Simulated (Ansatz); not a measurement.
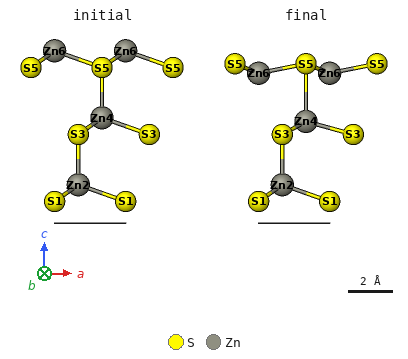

The structure of a slab of composition ZnS (cut from the F-43m phase) before (left) and after (right) a constrained relaxation, at one scale.

The picture is a ball-and-stick view of the 1 × 2 repeat of the cell, outlined in the plane, without the vacuum, seen along the b axis.

Case: clean slab, lower half held. The slab is the (1 1 1) face of ZnS. 3 atoms are held fixed.

The calculation used DFT PBEsol, scalar-relativistic, plane waves, PAW in Ansatz 0.2.0. Settings: plane-wave cutoff 420 eV; k-point mesh 9 × 9 × 1; occupations gaussian; smearing width 0.05 eV; no spin polarisation; dipole correction; atoms relaxed in a fixed cell; force threshold 0.03 eV/Å; at most 70 steps.

Summarise the run.

The largest move is that of Zn6, 1.04 Å along the normal (−c). By element the largest moves are Zn 1.04 Å, S 0.18 Å. The cell doesn't change. Some distances before and after: Zn4–S5 2.319 → 2.664 Å, S5–Zn6 2.319 → 2.230 Å, S3–Zn4 2.319 → 2.269 Å. Among the angles between lasting bonds that change: Zn4–S5–Zn6 109.5° → 78.7°, Zn6–S5–Zn6 109.5° → 116.2°, S5–Zn6–S5 109.5° → 116.2°. After 10 geometry steps the energy has fallen by 0.288 eV per cell of the calculation. The largest force component goes from 1.2 to 0.0055 eV/Å. The forces were under the threshold at step 5, but the run went on from there. Cost: 93 s on 2 threads of Arm Neoverse V1, on a shared host, peak memory 0.52 GiB.
